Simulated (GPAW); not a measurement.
System: Cu2O, space group Pn-3m, 6 atoms in the cell.

```
Cu O
1.0
     4.26000    0.00000    0.00000
     0.00000    4.26000    0.00000
     0.00000    0.00000    4.26000
Cu O
4 2
Direct
  0.75000 0.25000 0.75000
  0.75000 0.75000 0.25000
  0.25000 0.75000 0.75000
  0.25000 0.25000 0.25000
  0.50000 0.50000 0.50000
  0.00000 0.00000 0.00000
```

Method: PBE, Cu d U = 4 eV, GPAW PAW data sets (gpaw-data 1.2.1), no spin polarisation, no spin-orbit coupling, 5×5×5 k mesh, 800 eV cutoff (GPAW 26.7.0).

Predict the main features of the band structure. The path is Γ–X–M–Γ–R–X|M–R.

The bands leave a gap. The gap along this path is 0.76 eV and direct: both edges lie at Γ. Three bands meet at the valence-band top at Γ: it is triply degenerate (spin aside). The top valence band spans 0.8 eV and the lowest conduction band 2.3 eV. The direct gaps are 3.71 eV at R, 0.76 eV at Γ and 2.93 eV at X.

The cell is at 6 GPa in this functional.

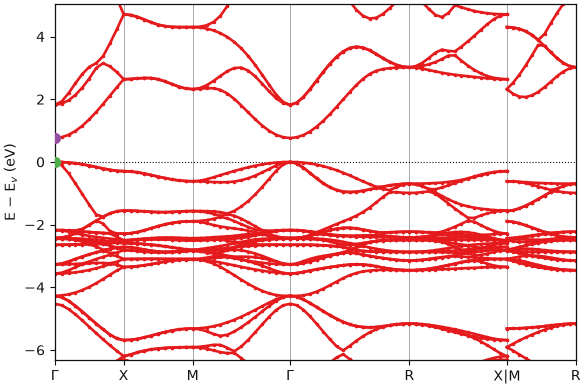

Band structure. Energies are counted from the top of the valence band.
